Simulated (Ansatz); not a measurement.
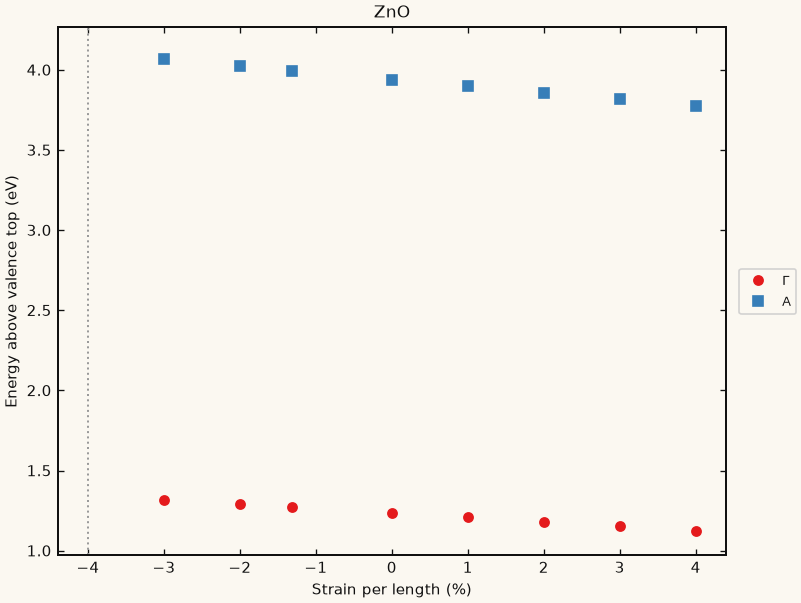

Lowest conduction level at each named k point, counted from the valence-band top at Γ. The names follow the standardised cell of this lattice; in reduced coordinates of the cell that was run, A is (0, 0, 0.5). One run is left out (dotted line).

System: wurtzite ZnO, space group P6_3mc (No. 186), 4 atoms in the cell, relaxed with r2SCAN; unstrained, a = 3.235 Å, c = 5.211 Å (hexagonal axes). The cell is strained along z with the other two lengths held, and the atoms are relaxed again with r2SCAN. Points keep the names and reduced coordinates of the unstrained primitive cell. Ansatz; r2SCAN, Ansatz PAW set, no spin polarisation, no spin-orbit coupling, 12×12×6 k mesh, 500 eV cutoff, fixed occupations.

| strain | Γ (eV) | A (eV) |
| --- | --- | --- |
| −3 % | 1.32 | 4.07 |
| −2 % | 1.29 | 4.02 |
| −1.31 % | 1.27 | 3.99 |
| 0 % | 1.24 | 3.94 |
| +1 % | 1.21 | 3.90 |
| +2 % | 1.18 | 3.86 |
| +3 % | 1.15 | 3.82 |
| +4 % | 1.12 | 3.77 |

**Estimate the values at −4 %.**

Fits through the other points give 1.35 eV at Γ and 4.11 eV at A (straight lines). The run itself gives 1.34 and 4.12 eV, within 0.01 eV of the estimates.

The PAW data sets were made with another functional. LDA, GGA and most meta-GGA functionals understate gaps.
